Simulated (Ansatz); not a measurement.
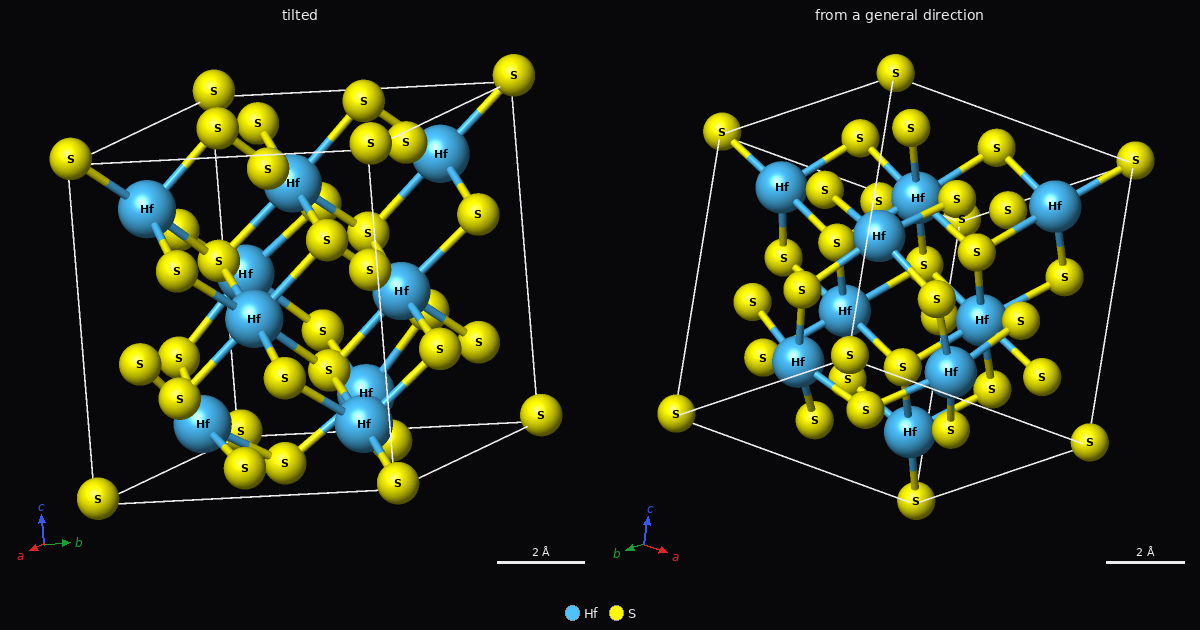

Shown here is a ball-and-stick view of the crystal, taken slightly off an axis and from a general direction. The lines enclose the supercell; boundary atoms appear with their images. The host is HfS2, in a cell of 27 sites, and the cell carries a charge of +2.

Which defect is modelled here, and what are its neighbours?

Answer. A sulfur vacancy. Around the empty site lie three Hf at about 2.8 Å.

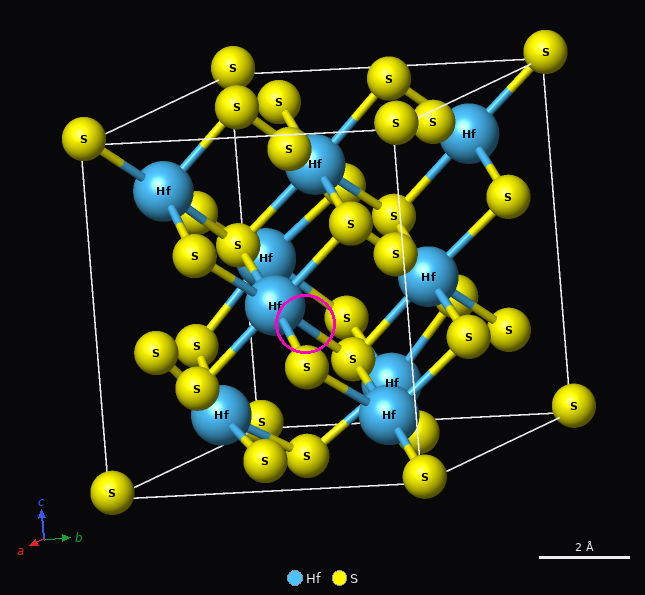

The same cell with a ring at the defect's site.

The atoms were relaxed in the host's cell with Ansatz 0.2.0, DFT PBE+D3(BJ), scalar-relativistic, plane waves, PAW.
